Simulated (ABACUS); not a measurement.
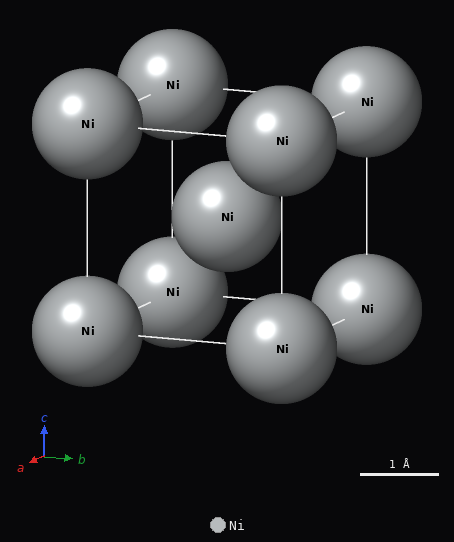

**Figure 1.** The input geometry (spheres-only view of the cell 2 times as large as that of the calculation, set on its symmetry axes, seen slightly off an axis).

# Run report: Ni, single-point calculation at one volume of an equation of state (part 1 of 2)

The run: single-point calculation at one volume of an equation of state of Ni (1 atom in the cell). Method and program: Kohn-Sham DFT of a periodic cell, PBE, PseudoDojo NC SR 0.4.1 PBE standard, spin-polarised (ABACUS 3.10.1).

The structure derives from a Materials Project entry. It belongs to a series of runs on one base structure; here: volume scaled by 0.98.

### Input
```
INPUT_PARAMETERS
suffix              Ni
calculation         scf
basis_type          lcao
pseudo_dir          ./
orbital_dir         ./
symmetry            1
dft_functional      pbe
ecutwfc             100
pseudo_rcut         10
nspin               2
nbands              14
ks_solver           genelpa
smearing_method     fd
smearing_sigma      0.00367493
scf_thr             1e-07
scf_nmax            100
mixing_type         broyden
mixing_beta         0.4
cal_force           1
cal_stress          1
out_mul             1
```

### File STRU
```
ATOMIC_SPECIES
Ni 58.6934 Ni.upf

NUMERICAL_ORBITAL
Ni_confined-atom_7au_3s2p2d1f.orb

LATTICE_CONSTANT
1.8897261246

LATTICE_VECTORS
-1.3744285092 1.3744285092 1.3744285092
1.3744285092 -1.3744285092 1.3744285092
1.3744285092 1.3744285092 -1.3744285092

ATOMIC_POSITIONS
Direct

Ni
0.0
1
0.0000000000 0.0000000000 0.0000000000 1 1 1 mag 1
```

### File KPT
```
K_POINTS
0
Gamma
13 13 13 0 0 0
```

Run on 4 threads of AMD EPYC (Zen 3), 24 GiB of memory available, shared host.

Run as:
```bash
OMP_NUM_THREADS=1 mpirun -np 4 abacus > log
```

### Log
```
ABACUS v3.10.1

               Atomic-orbital Based Ab-initio Computation at UStc

 ------------------------------------------------------------------------------------

 READING GENERAL INFORMATION
                           global_out_dir = OUT.Ni/
                           global_in_card = INPUT
                               pseudo_dir = ./
                              orbital_dir = ./
                                    DSIZE = 4
                                    GSIZE = 1

 READING UNITCELL INFORMATION
                                    ntype = 1
                  lattice constant (Bohr) = 1.88973
              lattice constant (Angstrom) = 1

 READING ATOM TYPE 1
                               atom label = Ni
                      L=0, number of zeta = 3
                      L=1, number of zeta = 2
                      L=2, number of zeta = 2
                      L=3, number of zeta = 1
             number of atom for this type = 1
               magnetization of element 1 = 1

                        TOTAL ATOM NUMBER = 1
DIRECT COORDINATES
    atom                   x                   y                   z     mag                  vx                  vy                  vz
taud_Ni1            0.0000000000        0.0000000000        0.0000000000  1.0000        0.0000000000        0.0000000000        0.0000000000

                          Volume (Bohr^3) = 70.0847
                             Volume (A^3) = 10.3855

 Lattice vectors: (Cartesian coordinate: in unit of a_0)
             -1.37443            +1.37443            +1.37443
             +1.37443            -1.37443            +1.37443
             +1.37443            +1.37443            -1.37443
 Reciprocal vectors: (Cartesian coordinate: in unit of 2 pi/a_0)
                   +0           +0.363788           +0.363788
            +0.363788                  +0           +0.363788
            +0.363788           +0.363788                  +0
 The esolver type has been set to : ksdft_lcao

                PAO radial cut off (Bohr) = 10

 Read in pseudopotential file is Ni.upf
                     pseudopotential type = NC
          exchange-correlation functional = PBE
                 nonlocal core correction = 1
                        valence electrons = 18
                                     lmax = 2
                           number of zeta = 4
                     number of projectors = 6
                           L of projector = 0
                           L of projector = 0
                           L of projector = 1
                           L of projector = 1
                           L of projector = 2
                           L of projector = 2
     initial pseudo atomic orbital number = 10
 The readin total magnetization is 1

 SETUP THE ELECTRONS NUMBER
            electron number of element Ni = 18
      total electron number of element Ni = 18
            AUTOSET number of electrons:  = 18
                           occupied bands = 9
                                   NLOCAL = 26
                                   NBANDS = 14
                                   NBANDS = 14
                                   NLOCAL = 26

%%%%%%%%%%%%%%%%%%%%%%%%%%%%%%%%%%%%%%%%%%%%%%%%%%%%%%%%%%%%%%%%%%%%%%%%%%%%%%%%%%%%%%%%%%%%%%%%%%%%%%%%%%
 Warning: the number of valence electrons in pseudopotential > 10 for Ni: [Ar] 3d8 4s2
 Pseudopotentials with additional electrons can yield (more) accurate outcomes, but may be less efficient.
 If you're confident that your chosen pseudopotential is appropriate, you can safely ignore this warning.
%%%%%%%%%%%%%%%%%%%%%%%%%%%%%%%%%%%%%%%%%%%%%%%%%%%%%%%%%%%%%%%%%%%%%%%%%%%%%%%%%%%%%%%%%%%%%%%%%%%%%%%%%%

 SETUP THE PLANE WAVE BASIS
 energy cutoff for charge/potential (unit:Ry) = 400
            fft grid for charge/potential = [ 30, 30, 30 ]
                        fft grid division = [ 2, 2, 2 ]
        big fft grid for charge/potential = [ 15, 15, 15 ]
                                     nbxx = 900
                                     nrxx = 7200

 SETUP PLANE WAVES FOR CHARGE/POTENTIAL
                    number of plane waves = 9453
                         number of sticks = 611

 PARALLEL PW FOR CHARGE/POTENTIAL
     PROC   COLUMNS(POT)             PW
        1            153           2364
        2            152           2363
        3            153           2363
        4            153           2363
 --------------- sum -------------------
        4            611           9453
                            number of |g| = 126
                                  max |g| = 35.9969
                                  min |g| = 0.264683

----------- Double Check Mixing Parameters Begin ------------
mixing_type: broyden
mixing_beta: 0.4
mixing_gg0: 1
mixing_gg0_min: 0.1
mixing_beta_mag: 1.6
mixing_gg0_mag: 0
mixing_ndim: 8
----------- Double Check Mixing Parameters End ------------

 LATTICE VECTORS: (CARTESIAN COORDINATE: IN UNIT OF A0)
             -1.37443            +1.37443            +1.37443
             +1.37443            -1.37443            +1.37443
             +1.37443            +1.37443            -1.37443
                       right hand lattice = 1
                                   NORM_A = 2.38058
                                   NORM_B = 2.38058
                                   NORM_C = 2.38058
                           ALPHA (DEGREE) = 109.471
                           BETA  (DEGREE) = 109.471
                           GAMMA (DEGREE) = 109.471

 The lattice vectors have been changed (STRU_SIMPLE.cif)

(for optimal symmetric configuration:)
                             BRAVAIS TYPE = 2
                     BRAVAIS LATTICE NAME = 02. Cubic I (body-centered)
                                    ibrav = 2
                                    IBRAV = 2
                                  BRAVAIS = BODY CENTERED CUBIC
                       LATTICE CONSTANT A = 2.74886
Original cell was already a primitive cell.
                        ROTATION MATRICES = 48
              PURE POINT GROUP OPERATIONS = 48
                   SPACE GROUP OPERATIONS = 48
                              POINT GROUP = O_h
               POINT GROUP IN SPACE GROUP = O_h

 SETUP K-POINTS
                                    nspin = 2
                   Input type of k points = Monkhorst-Pack(Gamma)
                                   nkstot = 2197
                       right hand lattice = 1
(for reciprocal lattice: )
                             BRAVAIS TYPE = 3
                     BRAVAIS LATTICE NAME = 03. Cubic F (face-centered)
                                    ibrav = 3
                       right hand lattice = 1
(for k-lattice: )
                             BRAVAIS TYPE = 3
                     BRAVAIS LATTICE NAME = 03. Cubic F (face-centered)
                                    ibrav = 3
                       right hand lattice = 1
                        ROTATION MATRICES = 48
                               nkstot_ibz = 84
K-POINTS REDUCTION ACCORDING TO SYMMETRY
     IBZ    DIRECT_X    DIRECT_Y    DIRECT_Z  WEIGHT  ibz2bz
       1  0.00000000  0.00000000  0.00000000  0.0005       0
       2 -0.07692308  0.07692308  0.00000000  0.0055       1
       3 -0.15384615  0.15384615  0.00000000  0.0055       2
       4 -0.23076923  0.23076923  0.00000000  0.0055       3
       5 -0.30769231  0.30769231  0.00000000  0.0055       4
       6 -0.38461538  0.38461538  0.00000000  0.0055       5
       7 -0.46153846  0.46153846  0.00000000  0.0055       6
       8 -0.15384615  0.07692308  0.07692308  0.0109      14
       9 -0.23076923  0.15384615  0.07692308  0.0218      15
      10 -0.07692308 -0.23076923  0.30769231  0.0218      16
      11 -0.07692308 -0.30769231  0.38461538  0.0218      17
      12 -0.38461538  0.46153846 -0.07692308  0.0218      18
      13  0.46153846  0.46153846  0.07692308  0.0109      19
      14 -0.15384615 -0.15384615  0.30769231  0.0109      28
      15 -0.15384615  0.38461538 -0.23076923  0.0218      29
      16 -0.15384615 -0.30769231  0.46153846  0.0218      30
      17  0.46153846  0.38461538  0.15384615  0.0218      31
      18 -0.23076923 -0.23076923  0.46153846  0.0109      42
      19  0.46153846  0.30769231  0.23076923  0.0218      43
      20  0.38461538  0.38461538  0.23076923  0.0109      44
      21  0.38461538  0.30769231  0.30769231  0.0109      56
      22 -0.07692308 -0.07692308  0.23076923  0.0036     183
      23 -0.07692308 -0.15384615  0.30769231  0.0109     184
      24 -0.07692308 -0.23076923  0.38461538  0.0109     185
      25 -0.30769231  0.46153846 -0.07692308  0.0109     186
      26  0.46153846  0.38461538  0.07692308  0.0109     187
      27 -0.07692308  0.07692308  0.07692308  0.0027     194
      28 -0.15384615 -0.15384615  0.38461538  0.0109     197
      29 -0.15384615 -0.23076923  0.46153846  0.0218     198
      30  0.46153846  0.30769231  0.15384615  0.0218     199
[... 54 further k points ...]

                               nkstot now = 84
[... K-POINTS DIRECT COORDINATES: 84 rows ...]

           k-point number in this process = 84
       minimum distributed K point number = 84
[... stars of the k points ...]
                             nks(nspin=2) = 168
                          nkstot(nspin=2) = 168

[... K-POINTS CARTESIAN COORDINATES: 168 rows ...]

[... K-POINTS DIRECT COORDINATES: 168 rows ...]

 SETUP PLANE WAVES FOR WAVE FUNCTIONS
     energy cutoff for wavefunc (unit:Ry) = 100
              fft grid for wave functions = [ 30, 30, 30 ]
                    number of plane waves = 1985
                         number of sticks = 217

 PARALLEL PW FOR WAVE FUNCTIONS
     PROC   COLUMNS(POT)             PW
        1             54            497
        2             54            496
        3             54            496
        4             55            496
 --------------- sum -------------------
        4            217           1985

 SET NONLOCAL PSEUDOPOTENTIAL PROJECTORS
 max number of nonlocal projetors among all species is 6

 -------------------------------------------
 SELF-CONSISTENT
 -------------------------------------------

 SETUP SEARCHING RADIUS FOR PROGRAM TO SEARCH ADJACENT ATOMS
                  longest orb rcut (Bohr) = 7
   longest nonlocal projector rcut (Bohr) = 1.7
                     search radius (Bohr) = 17.4
              searching radius is (Bohr)) = 17.4
         searching radius unit is (Bohr)) = 1.89
                         PeriodicBoundary = 1
                        Radius(unit:lat0) = 9.21
                                   glayer = [ 6, 6, 6 ]
                             glayer_minus = [ 5, 5, 5 ]

Find the coordinate range of the input atom(unit:lat0).
                                  min_tau = [ -20.6, -20.6, -20.6 ]
                                  max_tau = [ 20.6, 20.6, 20.6 ]
                                BoxNumber = [ 11, 11, 11 ]

 SETUP EXTENDED REAL SPACE GRID FOR GRID INTEGRATION
                          real space grid = [ 30, 30, 30 ]
                 big cell numbers in grid = [ 15, 15, 15 ]
             meshcell numbers in big cell = [ 2, 2, 2 ]
                        extended fft grid = [ 29, 29, 29 ]
                dimension of extened grid = [ 74, 74, 74 ]
                            UnitCellTotal = 125
              Atom number in sub-FFT-grid = 1
    Local orbitals number in sub-FFT-grid = 26
                                ParaV.nnr = 51883
                                 init_chg = atomic

 LCAO ALGORITHM --------------- ION=   1  ELEC=   1--------------------------------
          total magnetism (Bohr mag/cell) = 0.652575
       absolute magnetism (Bohr mag/cell) = 0.67947
                        nelec for spin up = 9.32629
                      nelec for spin down = 8.67371

 Density error is 0.0221341721174
----------------------------------------------------------
     Energy           Rydberg                 eV
----------------------------------------------------------
 E_KohnSham     -335.5673139025      -4565.6275316287
 E_Harris       -334.9072967234      -4556.6475372151
 E_Fermi        1.4319511551         19.4826949676
----------------------------------------------------------

 LCAO ALGORITHM --------------- ION=   1  ELEC=   2--------------------------------
          total magnetism (Bohr mag/cell) = 0.560326
       absolute magnetism (Bohr mag/cell) = 0.637911
                        nelec for spin up = 9.28016
                      nelec for spin down = 8.71984

 Density error is 0.0103396929424
----------------------------------------------------------
     Energy           Rydberg                 eV
----------------------------------------------------------
 E_KohnSham     -335.5688174068      -4565.6479878547
 E_Harris       -335.7224759360      -4567.7386193971
 E_Fermi        1.4368827835         19.5497932139
----------------------------------------------------------

 LCAO ALGORITHM --------------- ION=   1  ELEC=   3--------------------------------
          total magnetism (Bohr mag/cell) = 0.585019
       absolute magnetism (Bohr mag/cell) = 0.645569
                        nelec for spin up = 9.29251
                      nelec for spin down = 8.70749

 Density error is 0.00436582343504
----------------------------------------------------------
     Energy           Rydberg                 eV
----------------------------------------------------------
 E_KohnSham     -335.5687861739      -4565.6475629081
 E_Harris       -335.5870652622      -4565.8962626633
 E_Fermi        1.4360668620         19.5386920324
----------------------------------------------------------

 LCAO ALGORITHM --------------- ION=   1  ELEC=   4--------------------------------
          total magnetism (Bohr mag/cell) = 0.597727
       absolute magnetism (Bohr mag/cell) = 0.655928
                        nelec for spin up = 9.29886
                      nelec for spin down = 8.70114

 Density error is 0.00163173136474
----------------------------------------------------------
     Energy           Rydberg                 eV
----------------------------------------------------------
 E_KohnSham     -335.5688046331      -4565.6478140590
 E_Harris       -335.5405717213      -4565.2636855873
 E_Fermi        1.4368303491         19.5490798065
----------------------------------------------------------

 LCAO ALGORITHM --------------- ION=   1  ELEC=   5--------------------------------
          total magnetism (Bohr mag/cell) = 0.594768
       absolute magnetism (Bohr mag/cell) = 0.657174
                        nelec for spin up = 9.29738
                      nelec for spin down = 8.70262

 Density error is 0.00023301352578
----------------------------------------------------------
     Energy           Rydberg                 eV
----------------------------------------------------------
 E_KohnSham     -335.5688078929      -4565.6478584107
 E_Harris       -335.5718300072      -4565.6889763853
 E_Fermi        1.4373287579         19.5558610066
----------------------------------------------------------

 LCAO ALGORITHM --------------- ION=   1  ELEC=   6--------------------------------
          total magnetism (Bohr mag/cell) = 0.594934
       absolute magnetism (Bohr mag/cell) = 0.65643
                        nelec for spin up = 9.29747
                      nelec for spin down = 8.70253

 Density error is 0.000124976985888
----------------------------------------------------------
     Energy           Rydberg                 eV
----------------------------------------------------------
 E_KohnSham     -335.5688080406      -4565.6478604205
 E_Harris       -335.5691300032      -4565.6522409468
 E_Fermi        1.4372736458         19.5551111687
```
